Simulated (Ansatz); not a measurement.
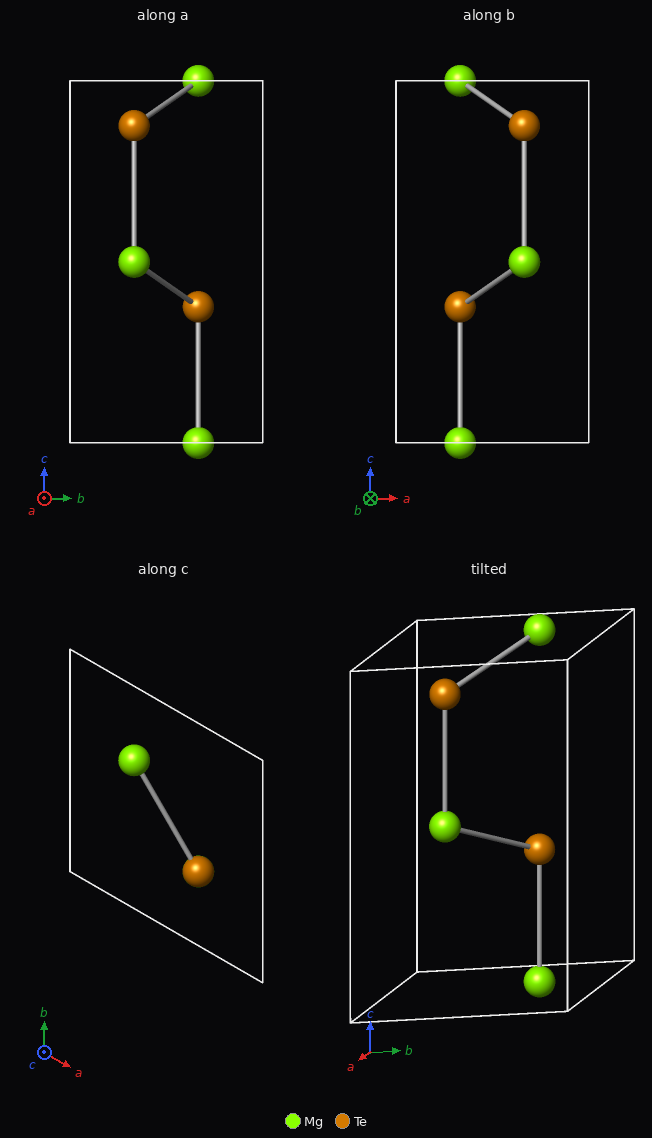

Crystal structure, ball-and-stick style, seen along the a axis, along the b axis, along the c axis and slightly off an axis. The outline marks the conventional unit cell.

Lattice parameters: a = 4.578 Å, b = 4.578 Å, c = 7.455 Å, α = 90.00°, β = 90.00°, γ = 120.00°.

### Express the structure as a table of Wyckoff sites.

Space group P6_3mc (No. 186).
```tsv
atom	site	x	y	z
Mg	2b	0.3333	0.6667	0.9994
Te	2b	0.3333	0.6667	0.3756
```

The initial geometry was a structure type filled with these elements by a generator (whether the compound takes this form wasn't checked). Earlier steps of the study, as a rule a relaxation of our own, may have changed the cell and positions, so they can lie some per cent off the listed ones. Ansatz was used for an electronic-structure calculation on it.
